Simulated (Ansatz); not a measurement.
# Searching the electronic states of Ni, part 1 of 2

How much does the result for Ni depend on the starting moments? The same cell is run from several starts. We look at Ni: the measured crystal structure (space group Fm-3m, primitive cell doubled), with 2 atoms per cell. Source: COD entry 9013003, which need not be the ambient phase.

Method: DFT r2SCAN, PAW, plane waves, scalar-relativistic, in Ansatz 0.2.0.

## (1) The structure to begin with

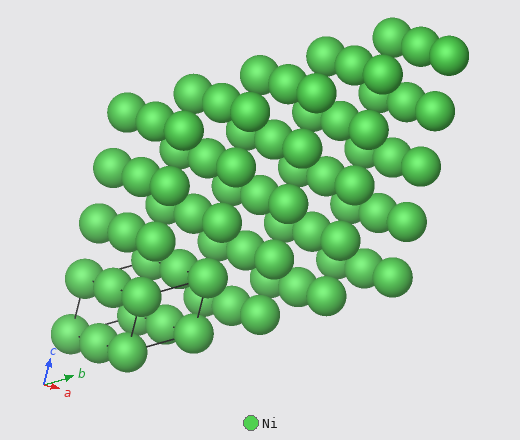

Start, viewed slightly off an axis; nickel green. 1×4×4 cells are drawn. Atoms on the faces are drawn again on the opposite ones.

As a file:

```cif
data_structure
_symmetry_space_group_name_H-M 'P 1'
_symmetry_Int_Tables_number 1
_cell_length_a 5.0178
_cell_length_b 2.5089
_cell_length_c 2.5089
_cell_angle_alpha 60.000
_cell_angle_beta 60.000
_cell_angle_gamma 60.000
_cell_volume 22.33
loop_
_atom_site_label
_atom_site_type_symbol
_atom_site_fract_x
_atom_site_fract_y
_atom_site_fract_z
_atom_site_occupancy
Ni1 Ni 0.00000 0.00000 0.00000 1
Ni2 Ni 0.50000 0.00000 0.00000 1
```

Labels such as Ni2 number the atoms in the order of the input file.

Planned first: parallel moments, plain SCF; opposed moments +-, plain SCF; no spin polarisation; spin on, no moments given (the program may seed its own), plain SCF. Further starts follow from what these give.

“Plain SCF” means no search for lower states. Ends within 0.2 meV/atom and 0.1 μB count as one state.

Moments by site are taken inside atomic spheres; the rest lies between them.

## (2) Parallel moments, plain SCF

File input.yaml:

```yaml
crystal:
  lattice:
    - [0.0, 3.5481, 3.5481]
    - [1.77405, 0.0, 1.77405]
    - [1.77405, 1.77405, 0.0]
  atoms:
    - { symbol: Ni, position: [0.0, 0.0, 0.0], spin: 2.0 }
    - { symbol: Ni, position: [0.5, 0.0, 0.0], spin: 2.0 }
magnetization:
  spin_polarized: true
hamiltonian:
  xc: r2scan
  pseudopotentials: { kind: paw }
basis:
  ecutwfc: 500
kpoints:
  mp_grid: { grid: [6, 12, 12] }
scf:
  occupations: { method: fermi_dirac, width: 0.1 }
  lower_state_search: "off"
output:
  forces: true
  stress: true
```

Log (excerpt; [...] marks lines left out):

```text
[...]
Pseudopotentials: kind: paw
Pseudopotential: Ni, paw, valence charge 18, recommended cutoff 500 eV (meta_gga), Ni.paw.azcp
Functional definition: r2SCAN
[...]
Crystal: 2 atoms, lattice volume = 22.334 Å³
Basis set: ecut = 500 eV, 555 PW (Γ), exchange–correlation on 160×80×80 points (64 copies of the dense FFT grid, shifted against one another)
Bands: 24, of which v1, the nominal top of the filled ones, is band 18 counted from 1 (17 counted from 0)
Symmetry: 24 space group operations
Space group: Fm-3m (ITA 225), of the structure as read, at distance tolerance 2.8e-5 Å
Magnetic group: BNS 225.116 (UNI 1618), of the structure as read, at distance tolerance 2.8e-5 Å
k-points: 98 of 864
[...]
Starting moments: Σ|m| = 4 μB on 2 of 2 sites
[...]
SCF iter   1: F=-11690.360224 eV  HF=-11689.767149 eV  |F-HF|=5.93e-1  |Δ(HF+E_count)|=         —  Δρ=1.09e-1 (↑8.67e-2 ↓1.09e-1)  dr2=6.70e-2  dr2_τ=3.25e-2  dr2_m=1.94e0  M=2.106 μB ∫|m|=2.375 μB  β_m=0.63  ethr=1.87e-4  ⟨swp⟩=1.5  Hψ=25410  notcnv=0
[...]
spin-set hold released at iteration 1 (the charge has settled, or the pull on large starting moments outlasts its swing): the magnetisation degrees of freedom join the quasi-Newton model from the next iteration; the mixer history was flushed
[...]
SCF iter  15: F=-11690.578882 eV  HF=-11690.578882 eV  |F-HF|=8.09e-10  |Δ(HF+E_count)|=   2.81e-7  Δρ=1.29e-6 (↑5.48e-7 ↓1.29e-6)  dr2=2.27e-10  dr2_τ=3.29e-12  dr2_m=1.03e-10  M=1.497 μB ∫|m|=1.862 μB  ethr=2.96e-12  ⟨swp⟩=4.1  Hψ=15926  notcnv=0
[...]
this state was not tested for a lower state beside it, because the mixer in use, unlike msr1, does not test its closes by its own steps (another_mixer; see scf.mixing.algorithm and scf.lower_state_search)
SCF converged after 15 iterations
Magnetization: 1.4973 μB (18.7486 up, 17.2514 down)
Absolute magnetization: 1.8642 μB (∫|ρ↑−ρ↓|, with the PAW one-centre terms)
Spin contamination: 0.0467 ħ² per cell (⟨S²⟩ above its minimum at these occupations)
Per-site moments (μB) at R_I (Å): [(0.8204742234138076, 1.0349152977602956), (0.8204742234138076, 1.0349152977602956)]
Free energy (F): -11690.578882 eV
[...]
E sigma→0 (E₀):  -11690.539223 eV
Entropy (-TS):   -0.079318 eV (-39.659 meV/atom)
Fermi energy:    17.525235 eV
[...]
--- Forces (eV/Å), atoms counted from 1 ---
  atom   1  Ni     0.00000000    -0.00000000    -0.00000000
  atom   2  Ni     0.00000000    -0.00000000     0.00000000
[...]
--- Stress (GPa, compression-positive) ---
      -11.189910       0.000000       0.000000
        0.000000     -11.189910      -0.000000
        0.000000      -0.000000     -11.189910
  P = ⅓ Tr σ = -11.1899 GPa (-111.899 kbar)
```

Run time: 9.1 s. Hardware: 2 threads of an x86-64 CPU, shared host; peak memory 0.51 GiB.

The state reached is ferromagnetic, site moments Ni1 0.82, Ni2 0.82 μB, total 1.50 μB per cell, no gap on the k-mesh.

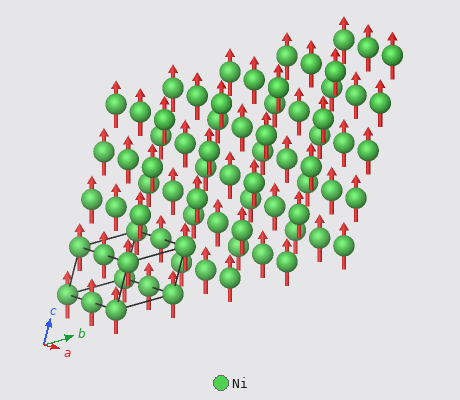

Arrows show the site moments: red and blue are opposite signs, and length grows with size. The axis is drawn upright for the eye.

## (3) Opposed moments +-, plain SCF

Edit input.yaml of step 2 so:

```diff
@@ -7,3 +7,3 @@
     - { symbol: Ni, position: [0.0, 0.0, 0.0], spin: 2.0 }
-    - { symbol: Ni, position: [0.5, 0.0, 0.0], spin: 2.0 }
+    - { symbol: Ni, position: [0.5, 0.0, 0.0], spin: -2.0 }
 magnetization:
```

Log:

```text
[... 12 lines as in an earlier run ...]
Symmetry: 12 space group operations
Space group: R-3m (ITA 166), of the structure as read, at distance tolerance 2.8e-5 Å
Magnetic group: BNS 166.102 (UNI 1332), of the structure as read, at distance tolerance 2.8e-5 Å
[... 6 lines as in an earlier run ...]
Starting moments: Σ|m| = 4 μB on 2 of 2 sites
Starting magnetic order: antiferromagnet; a translation exchanges its spin sublattices: spin-degenerate at every k-point
[... 2 lines as in an earlier run ...]
spin-down is spin-up translated by (0.5, 0, 0): one eigenproblem is solved per k-point and the antiferromagnetic symmetry of the starting moments is kept exactly by this SCF (crystal.symmetry.spin_inversion_symmetry: false solves both channels; [...]
iter 1 solved again at ethr=3.99e-4 eV; its pass at ethr=3.10e-3 eV (dr2=1.44e-1 eV) is discarded
SCF iter   1: F=-11690.084247 eV  HF=-11689.511644 eV  |F-HF|=5.73e-1  |Δ(HF+E_count)|=         —  Δρ=1.10e-1 (↑1.10e-1 ↓1.10e-1)  dr2=1.43e-1  dr2_τ=3.41e-2  dr2_m=2.41e0  M=0.000 μB ∫|m|=2.215 μB  β_m=0.30  ethr=3.99e-4  ⟨swp⟩=1.3  Hψ=13007  notcnv=0
Mixer restart at iter 1: flushing history
preconditioner: auto → none  [metal: Δε(μ)=0.019 eV  Ē_g=12.170 eV  σ=0.100 eV  W_gap=0.05  n_scr=8 (ndim 8)  ℏωp=35.1 eV  f_vac=0.000  D(μ)=3.90/eV (n_scr^D=60)  sad-step TF]
[... 1 line as in an earlier run ...]
SCF iter   2: F=-11690.180219 eV  HF=-11689.896823 eV  |F-HF|=2.83e-1  |Δ(HF+E_count)|=   3.85e-1  Δρ=9.01e-2 (↑9.01e-2 ↓9.01e-2)  dr2=1.04e-1  dr2_τ=6.22e-3  dr2_m=1.61e0  M=0.000 μB ∫|m|=2.051 μB  β_m=0.30  ethr=3.98e-4  ⟨swp⟩=3.0  Hψ=4712  notcnv=0  κ⁻¹=1.0e0(r=1)
SCF iter   3: F=-11690.280851 eV  HF=-11690.370369 eV  |F-HF|=8.95e-2  |Δ(HF+E_count)|=   4.74e-1  Δρ=2.49e-2 (↑2.49e-2 ↓2.49e-2)  dr2=9.03e-2  dr2_τ=7.79e-4  dr2_m=6.54e-2  M=0.000 μB ∫|m|=1.391 μB  β_m=0.30  ethr=2.88e-4  ⟨swp⟩=3.0  Hψ=6246  notcnv=0  defer=46  κ⁻¹=1.4e-2(r=2)
SCF iter   4: F=-11690.369651 eV  HF=-11690.352890 eV  |F-HF|=1.68e-2  |Δ(HF+E_count)|=   1.75e-2  Δρ=1.62e-2 (↑1.62e-2 ↓1.62e-2)  dr2=9.23e-3  dr2_τ=5.28e-4  dr2_m=4.09e-2  M=0.000 μB ∫|m|=1.295 μB  β_m=0.30  ethr=2.51e-4  ⟨swp⟩=2.4  Hψ=4325  notcnv=0  defer=53  κ⁻¹=6.1e-3(r=3)
SCF iter   5: F=-11690.382538 eV  HF=-11690.361115 eV  |F-HF|=2.14e-2  |Δ(HF+E_count)|=   8.23e-3  Δρ=8.59e-3 (↑8.59e-3 ↓8.59e-3)  dr2=3.97e-3  dr2_τ=1.72e-4  dr2_m=9.71e-3  M=0.000 μB ∫|m|=1.133 μB  β_m=0.30  ethr=2.56e-5  ⟨swp⟩=2.1  Hψ=4576  notcnv=0  defer=54  κ⁻¹=1.7e-3(r=4)
SCF iter   6: F=-11690.391543 eV  HF=-11690.386248 eV  |F-HF|=5.30e-3  |Δ(HF+E_count)|=   2.51e-2  Δρ=4.57e-3 (↑4.57e-3 ↓4.57e-3)  dr2=2.26e-3  dr2_τ=2.02e-5  dr2_m=3.24e-3  M=0.000 μB ∫|m|=1.021 μB  β_m=0.30  ethr=1.10e-5  ⟨swp⟩=2.2  Hψ=5345  notcnv=0  defer=55  κ⁻¹=1.0e-4(r=5)
SCF iter   7: F=-11690.393564 eV  HF=-11690.392482 eV  |F-HF|=1.08e-3  |Δ(HF+E_count)|=   6.23e-3  Δρ=2.57e-3 (↑2.57e-3 ↓2.57e-3)  dr2=1.00e-3  dr2_τ=1.01e-5  dr2_m=8.81e-4  M=0.000 μB ∫|m|=1.072 μB  β_m=0.30  ethr=6.29e-6  ⟨swp⟩=2.4  Hψ=4393  notcnv=0  defer=55  κ⁻¹=5.2e-5(r=6)
SCF iter   8: F=-11690.395425 eV  HF=-11690.394571 eV  |F-HF|=8.53e-4  |Δ(HF+E_count)|=   2.09e-3  Δρ=1.66e-3 (↑1.66e-3 ↓1.66e-3)  dr2=8.05e-5  dr2_τ=7.00e-6  dr2_m=4.72e-4  M=0.000 μB ∫|m|=1.064 μB  β_m=0.30  ethr=2.79e-6  ⟨swp⟩=2.0  Hψ=4485  notcnv=0  defer=55  κ⁻¹=1.6e-5(r=7)
SCF iter   9: F=-11690.396292 eV  HF=-11690.395571 eV  |F-HF|=7.21e-4  |Δ(HF+E_count)|=   1.00e-3  Δρ=1.49e-3 (↑1.49e-3 ↓1.49e-3)  dr2=6.29e-5  dr2_τ=3.61e-6  dr2_m=3.78e-4  M=0.000 μB ∫|m|=1.046 μB  β_m=0.30  ethr=2.23e-7  ⟨swp⟩=2.0  Hψ=4156  notcnv=0  defer=55  κ⁻¹=5.8e-6(r=8)
SCF iter  10: F=-11690.397343 eV  HF=-11690.397274 eV  |F-HF|=6.90e-5  |Δ(HF+E_count)|=   1.70e-3  Δρ=8.07e-4 (↑8.07e-4 ↓8.07e-4)  dr2=1.08e-4  dr2_τ=1.06e-6  dr2_m=8.28e-5  M=0.000 μB ∫|m|=1.053 μB  β_m=0.30  ethr=1.75e-7  ⟨swp⟩=3.1  Hψ=5048  notcnv=0  defer=55  κ⁻¹=1.1e-6(r=8)
SCF iter  11: F=-11690.397551 eV  HF=-11690.397510 eV  |F-HF|=4.06e-5  |Δ(HF+E_count)|=   2.36e-4  Δρ=4.86e-4 (↑4.86e-4 ↓4.86e-4)  dr2=3.43e-5  dr2_τ=5.04e-7  dr2_m=3.24e-5  M=0.000 μB ∫|m|=1.058 μB  β_m=0.30  ethr=1.75e-7  ⟨swp⟩=2.0  Hψ=4138  notcnv=0  defer=55  κ⁻¹=1.8e-5(r=8)
SCF iter  12: F=-11690.397671 eV  HF=-11690.397645 eV  |F-HF|=2.61e-5  |Δ(HF+E_count)|=   1.35e-4  Δρ=3.38e-4 (↑3.38e-4 ↓3.38e-4)  dr2=4.59e-5  dr2_τ=7.94e-8  dr2_m=3.79e-6  M=0.000 μB ∫|m|=1.067 μB  β_m=0.30  ethr=9.51e-8  ⟨swp⟩=2.0  Hψ=4134  notcnv=0  defer=55  κ⁻¹=1.0e-5(r=8)
SCF iter  13: F=-11690.397684 eV  HF=-11690.397677 eV  |F-HF|=6.12e-6  |Δ(HF+E_count)|=   3.28e-5  Δρ=2.02e-4 (↑2.02e-4 ↓2.02e-4)  dr2=1.40e-5  dr2_τ=5.28e-8  dr2_m=2.71e-6  M=0.000 μB ∫|m|=1.068 μB  β_m=0.30  ethr=9.51e-8  ⟨swp⟩=2.4  Hψ=3767  notcnv=0  defer=55  κ⁻¹=1.0e-5(r=8)
SCF iter  14: F=-11690.397688 eV  HF=-11690.397687 eV  |F-HF|=9.70e-7  |Δ(HF+E_count)|=   9.30e-6  Δρ=3.75e-5 (↑3.75e-5 ↓3.75e-5)  dr2=2.38e-7  dr2_τ=1.27e-9  dr2_m=1.32e-7  M=0.000 μB ∫|m|=1.071 μB  β_m=0.30  ethr=3.89e-8  ⟨swp⟩=2.0  Hψ=3255  notcnv=0  defer=55  κ⁻¹=1.3e-5(r=8)
SCF iter  15: F=-11690.397688 eV  HF=-11690.397687 eV  |F-HF|=7.48e-7  |Δ(HF+E_count)|=   4.07e-7  Δρ=2.76e-5 (↑2.76e-5 ↓2.76e-5)  dr2=1.61e-7  dr2_τ=8.87e-10  dr2_m=3.72e-8  M=0.000 μB ∫|m|=1.071 μB  β_m=0.30  ethr=2.78e-10  ⟨swp⟩=5.1  Hψ=9517  notcnv=0  κ⁻¹=5.5e-6(r=8)
iter 16 did not close the SCF: its close was put off for a magnetic moment that had not settled (scf_convergence_deferred on its scf_iter line)
SCF iter  16: F=-11690.397688 eV  HF=-11690.397688 eV  |F-HF|=1.46e-8  |Δ(HF+E_count)|=   9.20e-7  Δρ=7.55e-6 (↑7.55e-6 ↓7.55e-6)  dr2=1.53e-8  dr2_τ=3.57e-10  dr2_m=5.65e-9  M=0.000 μB ∫|m|=1.071 μB  β_m=0.30  ethr=2.78e-10  ⟨swp⟩=3.8  Hψ=11119  notcnv=0  κ⁻¹=5.6e-6(r=8)
SCF iter  17: F=-11690.397688 eV  HF=-11690.397688 eV  |F-HF|=5.26e-9  |Δ(HF+E_count)|=   1.99e-8  Δρ=3.91e-6 (↑3.91e-6 ↓3.91e-6)  dr2=6.85e-10  dr2_τ=4.19e-11  dr2_m=2.21e-9  M=0.000 μB ∫|m|=1.071 μB  ethr=4.26e-11  ⟨swp⟩=2.9  Hψ=8759  notcnv=0
SCF 1 converged in 17 iterations: F = -11690.397688 eV  dr2 = 6.85e-10
[... 1 line as in an earlier run ...]
SCF converged after 17 iterations
Magnetization: 0.0000 μB (18.0000 up, 18.0000 down)
Absolute magnetization: 1.0720 μB (∫|ρ↑−ρ↓|, with the PAW one-centre terms)
Spin contamination: 0.4049 ħ² per cell (⟨S²⟩ above its minimum at these occupations)
Per-site moments (μB) at R_I (Å): [(0.512343204687663, 1.0349152977602956), (-0.512343204687663, 1.0349152977602956)]
Free energy (F): -11690.397688 eV
Harris-Foulkes:  -11690.397688 eV  (|F-HF|=5.26e-9)
Internal energy: -11690.288436 eV  (E = F + TS)
E sigma→0 (E₀):  -11690.343062 eV
Entropy (-TS):   -0.109252 eV (-54.626 meV/atom)
Fermi energy:    17.273316 eV
--- Per-component energies (eV) ---
  E_band       = -637.671101
  E_kinetic    = 562.893129
  E_local      = -6975.916894  (includes V_loc(G=0)·N_el)
  E_nonlocal   = 1282.569473
  E_hartree    = 2915.970696
  E_xc         = -156.533286
  E_vxc        = -232.287608  (∫ρ·V_xc dr)
  E_paw        = -3289.922421  (= ΣΔE_a)
  E_vpaw       = -1124.052259  (= ΣTr[D̂ρ^β])
  E_aug_tail   = 0.000435  (compensation charges beyond the density's cutoff)
  E_vtau       = 17.181904  (kinetic-family band-sum trace: ∫τ·v_τ [+ j·A + Jᵃ·Aᵃ] dr)
  E_ewald      = -6028.749430
  E_core_change = -0.600137  (= ΣΔE_core)
  E_smearing   = -0.109252  (= −TS)
  E_closure    = -0.000000  (closes the sum)
  Σ components = -11690.397688   (vs F -11690.397688, Δ=0.00e0)
--- Forces (eV/Å), atoms counted from 1 ---
  atom   1  Ni    -0.00000000     0.00000000    -0.00000000
  atom   2  Ni     0.00000000    -0.00000000     0.00000000
  max |Σ_I F_I| component: 5.89e-29 eV/Å
--- Stress (GPa, compression-positive) ---
      -12.044164      -0.771277      -0.771277
       -0.771277     -12.044164       0.771277
       -0.771277       0.771277     -12.044164
  P = ⅓ Tr σ = -12.0442 GPa (-120.442 kbar)
```

Wall time 6.4 s (2 threads of an x86-64 CPU, shared host); peak memory 0.5 GiB.

The state reached is antiferromagnetic (magnetic neighbours of Ni1 with a moment over 0.3 of its own that point the other way: 6 of 12 at 2.51 Å, 6 of 6 at 3.55 Å), site moments Ni1 0.51, Ni2 -0.51 μB, total 0.00 μB per cell, no gap on the k-mesh. Against step 2, the lowest until now, it is 90.6 meV/atom higher.

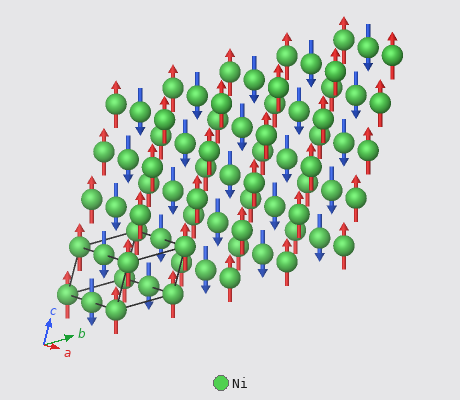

Arrows show the site moments: red and blue are opposite signs, and length grows with size. The axis is drawn upright for the eye.

## (4) No spin polarisation

Edit input.yaml of step 3 so:

```diff
@@ -6,6 +6,4 @@
   atoms:
-    - { symbol: Ni, position: [0.0, 0.0, 0.0], spin: 2.0 }
-    - { symbol: Ni, position: [0.5, 0.0, 0.0], spin: -2.0 }
-magnetization:
-  spin_polarized: true
+    - { symbol: Ni, position: [0.0, 0.0, 0.0] }
+    - { symbol: Ni, position: [0.5, 0.0, 0.0] }
 hamiltonian:
```

Log (excerpt; [...] marks lines left out):

```text
[... 11 lines as in an earlier run ...]
Bands: 22, of which v1, the nominal top of the filled ones, is band 18 counted from 1 (17 counted from 0)
[... 7 lines as in an earlier run ...]
[...]
[... 2 lines as in an earlier run ...]
SCF iter   1: F=-11690.347471 eV  HF=-11690.271315 eV  |F-HF|=7.62e-2  |Δ(HF+E_count)|=         —  Δρ=2.00e-2  dr2=5.03e-2  dr2_τ=5.61e-2  ethr=1.77e-3  ⟨swp⟩=5.1  Hψ=8509  notcnv=0
[...]
SCF iter   8: F=-11690.366214 eV  HF=-11690.366214 eV  |F-HF|=1.36e-8  |Δ(HF+E_count)|=   2.52e-8  Δρ=1.41e-5  dr2=2.54e-8  dr2_τ=2.23e-10  ethr=2.78e-10  ⟨swp⟩=4.1  Hψ=10740  notcnv=0
[...]
SCF converged after 8 iterations
Free energy (F): -11690.366214 eV
[...]
E sigma→0 (E₀):  -11690.284302 eV
Entropy (-TS):   -0.163823 eV (-81.911 meV/atom)
Fermi energy:    17.179565 eV
[...]
--- Forces (eV/Å), atoms counted from 1 ---
  atom   1  Ni     0.00000000    -0.00000000     0.00000000
  atom   2  Ni     0.00000000    -0.00000000    -0.00000000
[...]
--- Stress (GPa, compression-positive) ---
      -13.617703      -0.000003      -0.000003
       -0.000003     -13.617703       0.000003
       -0.000003       0.000003     -13.617703
  P = ⅓ Tr σ = -13.6177 GPa (-136.177 kbar)
```

Wall time 2.9 s (2 threads of an x86-64 CPU, shared host); peak memory 0.46 GiB.

End: non-magnetic (no spin polarisation), no gap on the k-mesh. Against step 2, the lowest until now, it is 106 meV/atom higher.

## (5) Spin on, no moments given (the program may seed its own), plain SCF

Edit input.yaml of step 4 so:

```diff
@@ -21 +21,3 @@
   stress: true
+magnetization:
+  spin_polarized: true
```

Log (excerpt; [...] marks lines left out):

```text
band count auto-derived: 24 (N_el = 36.0; filled up to band 18; 22 by the electrons, moments and atoms)
[... 22 lines as in an earlier run ...]
[...]
SCF iter   1: F=-11689.925302 eV  HF=-11688.893897 eV  |F-HF|=1.03e0  |Δ(HF+E_count)|=         —  Δρ=1.83e-1 (↑1.83e-1 ↓1.60e-1)  dr2=6.66e-2  dr2_τ=4.21e-2  dr2_m=5.99e0  M=2.457 μB ∫|m|=2.457 μB  ethr=1.17e-3  ⟨swp⟩=1.2  Hψ=12767  notcnv=0
[...]
SCF iter  11: F=-11690.578882 eV  HF=-11690.578882 eV  |F-HF|=2.34e-9  |Δ(HF+E_count)|=   1.42e-7  Δρ=8.41e-6 (↑5.52e-6 ↓8.41e-6)  dr2=6.78e-9  dr2_τ=5.30e-11  dr2_m=3.69e-9  M=1.497 μB ∫|m|=1.862 μB  ethr=2.78e-10  ⟨swp⟩=4.9  Hψ=18113  notcnv=0
[...]
SCF converged after 11 iterations
Magnetization: 1.4973 μB (18.7487 up, 17.2513 down)
Absolute magnetization: 1.8643 μB (∫|ρ↑−ρ↓|, with the PAW one-centre terms)
Spin contamination: 0.0468 ħ² per cell (⟨S²⟩ above its minimum at these occupations)
Per-site moments (μB) at R_I (Å): [(0.820499561201606, 1.0349152977602956), (0.820499561201606, 1.0349152977602956)]
Free energy (F): -11690.578882 eV
[...]
E sigma→0 (E₀):  -11690.539223 eV
Entropy (-TS):   -0.079318 eV (-39.659 meV/atom)
Fermi energy:    17.525300 eV
[... 26 lines left out: energy terms, forces, stress ...]
```

Wall time 6.8 s (2 threads of an x86-64 CPU, shared host); peak memory 0.5 GiB.

The run ends in the same state as step 2 (ferromagnetic); it took 11 iterations.

## (6) Parallel moments scaled by 0.03, plain SCF

Edit input.yaml of step 5 so:

```diff
@@ -6,4 +6,6 @@
   atoms:
-    - { symbol: Ni, position: [0.0, 0.0, 0.0] }
-    - { symbol: Ni, position: [0.5, 0.0, 0.0] }
+    - { symbol: Ni, position: [0.0, 0.0, 0.0], spin: 0.06 }
+    - { symbol: Ni, position: [0.5, 0.0, 0.0], spin: 0.06 }
+magnetization:
+  spin_polarized: true
 hamiltonian:
@@ -21,3 +23 @@
   stress: true
-magnetization:
-  spin_polarized: true
```

Log (excerpt; [...] marks lines left out):

```text
[... 11 lines as in an earlier run ...]
Bands: 23, of which v1, the nominal top of the filled ones, is band 18 counted from 1 (17 counted from 0)
[... 9 lines as in an earlier run ...]
Starting moments: Σ|m| = 0.12 μB on 2 of 2 sites
[... 3 lines as in an earlier run ...]
SCF iter   1: F=-11690.190490 eV  HF=-11690.218176 eV  |F-HF|=2.77e-2  |Δ(HF+E_count)|=         —  Δρ=3.82e-2 (↑3.82e-2 ↓2.36e-2)  dr2=4.20e-1  dr2_τ=1.29e-2  dr2_m=1.35e-2  M=0.198 μB ∫|m|=0.204 μB  β_m=1.00  ethr=1.17e-3  ⟨swp⟩=1.0  Hψ=24356  notcnv=0
[...]
spin-set hold released at iteration 13 (site moments contracting): the magnetisation degrees of freedom join the quasi-Newton model from the next iteration; the mixer history was flushed
[...]
SCF iter  25: F=-11690.578882 eV  HF=-11690.578882 eV  |F-HF|=7.28e-10  |Δ(HF+E_count)|=   3.09e-7  Δρ=4.13e-7 (↑1.26e-7 ↓4.13e-7)  dr2=1.16e-11  dr2_τ=6.56e-14  dr2_m=1.40e-11  M=1.497 μB ∫|m|=1.862 μB  ethr=1.00e-12  ⟨swp⟩=4.2  Hψ=15797  notcnv=0
[...]
[... 1 line as in an earlier run ...]
SCF converged after 25 iterations
Magnetization: 1.4973 μB (18.7487 up, 17.2513 down)
Absolute magnetization: 1.8642 μB (∫|ρ↑−ρ↓|, with the PAW one-centre terms)
Spin contamination: 0.0467 ħ² per cell (⟨S²⟩ above its minimum at these occupations)
Per-site moments (μB) at R_I (Å): [(0.8204930132297329, 1.0349152977602956), (0.8204930132297329, 1.0349152977602956)]
Free energy (F): -11690.578882 eV
[...]
E sigma→0 (E₀):  -11690.539224 eV
Entropy (-TS):   -0.079317 eV (-39.659 meV/atom)
Fermi energy:    17.525270 eV
[... 26 lines left out: energy terms, forces, stress ...]
```

Wall time 14 s (2 threads of an x86-64 CPU, shared host); peak memory 0.5 GiB.

Nothing new: the 25 iterations lead to the state found in step 2 (ferromagnetic).

(Continued in part 2 of 2.)
